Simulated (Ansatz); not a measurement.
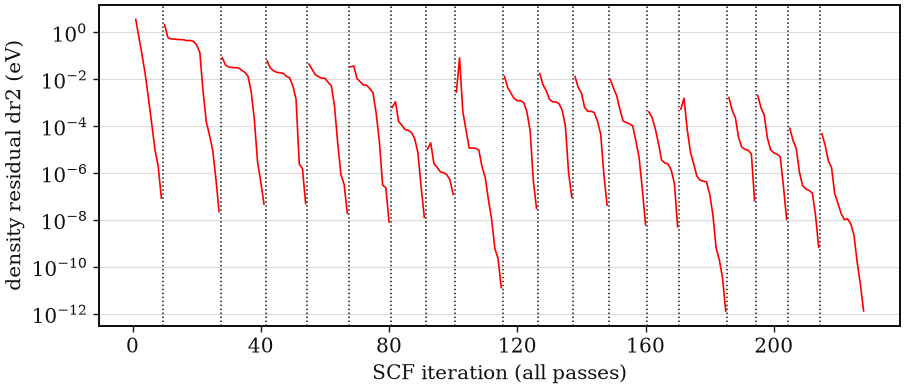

The plot shows the SCF iterations of a calculation: density residual dr2. Each stretch between dotted lines is the SCF of one geometry step of a relaxation. The starting density is a sum of atomic densities corrected by a trained network. Passes 9, 15 and 19 re-solve the same geometry on a plane-wave basis chosen afresh for the new cell.

GaAs (2 atoms in the cell), run with Ansatz.

```
crystal:
  lattice:
    - [0.0, 2.82685, 2.82685]
    - [2.82685, 0.0, 2.82685]
    - [2.82685, 2.82685, 0.0]
  atoms:
    - { symbol: Ga, position: [0.0, 0.0, 0.0] }
    - { symbol: As, position: [0.75, 0.75, 0.75] }
basis:
  ecutwfc: 420
kpoints:
  mp_grid: { grid: [1, 1, 1] }
hamiltonian:
  xc: pbesol
scf:
  occupations: { method: gaussian, width: 0.02 }
  max_iter: 100
output:
  forces: true
  eigenvalues: true
  stress: true
relax:
  adjacent_minimum: "off"
  f_tol: 0.005
  max_steps: 80
  cell: { stress_tol: 0.05 }
```

Run as:
```bash
ansatz run input.yaml --threads 4 --pin off --max-ram 10240MiB --backend cpu --events-out ev --progress --plain --runs-dir out
```

Q: Was self-consistency reached?

A: The run converged; it took 228 iterations in all. There are 19 passes, of 9 to 18 iterations. In pass 2, the residual falls almost steadily, with no more than small rises or pauses. The relaxation met its thresholds.

Q: Is anything amiss with this input?

A: The input holds a fault (one k-point for a small cell). The SCF closed all the same, which doesn't make the results meaningful for the real system.
